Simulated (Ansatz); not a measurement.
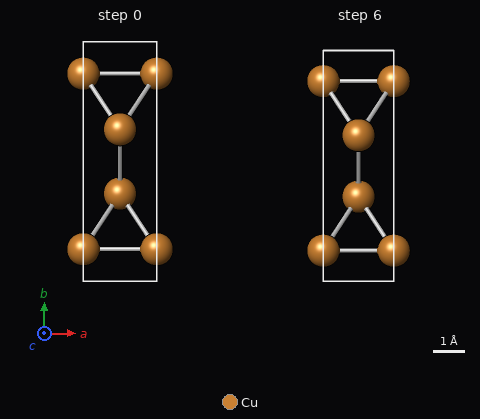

The structure of a crystal of Cu (set up in Cmcm) before (left) and after (right) a relaxation, at one scale.

A ball-and-stick model of the conventional cell (2 times the calculation's cell), seen along the c axis. Lengths and directions refer to the drawn axes.

The run lets cell and atoms move.

These are results of Kohn-Sham DFT of a periodic cell, PBEsol, Ansatz PAW in Ansatz 0.2.0, not measurements.

The input:
```yaml
crystal:
  lattice:
    - [1.21846369, -3.9763780104, 0.0]
    - [1.21846369, 3.9763780104, 0.0]
    - [0.0, 0.0, 2.4754955235]
  atoms:
    - { symbol: Cu, position: [0.86613335, 0.13386665, 0.75] }
    - { symbol: Cu, position: [0.13386665, 0.86613335, 0.25] }
hamiltonian:
  xc: pbesol
  pseudopotentials: { kind: paw }
kpoints:
  mp_grid: { grid: [11, 11, 11] }
scf:
  occupations: { method: fermi_dirac, width: 0.05 }
output:
  forces: true
  stress: true
  eigenvalues: true
  write_density: true
  write_potential: true
  elf: true
  volumetric_format: npy
relax:
  f_tol: 0.01
  max_steps: 40
  cell: { stress_tol: 0.05, p_target: 20.0 }
```

Launched with:
```bash
ansatz run input.yaml --threads 2 --pin off --max-ram 5632MiB --backend cpu --events-out ev --progress --plain --runs-dir out
```

Describe what moved and what it gained.

The largest moves relative to the cell, 0.007 Å, are those of Cu atoms. Cell: a 2.437 → 2.339 Å (−4.0 %), b 7.953 → 7.656 Å (−3.7 %), c 2.475 → 2.393 Å (−3.3 %). Volume −10.7 %. Some distances before and after: Cu–Cu 2.463 → 2.361 Å, Cu–Cu 2.437 → 2.339 Å, Cu–Cu 2.535 → 2.452 Å, Cu–Cu 2.475 → 2.393 Å. The space group stays Cmcm (No. 63). Over 4 accepted moves (6 points after the start) the energy rises by 64.5 meV per atom. With the target pressure of 20 GPa, the enthalpy E + pV changes by −95.2 meV per atom. The largest force component goes from 0.0046 to under 0.0001 eV/Å. Pressure: −1.53 GPa at the start and 20.00 GPa at the end. The SCF was repeated twice at an unchanged geometry on a basis and grid sized afresh for the cell, which shifted the energy by 1.2 meV per atom at most.
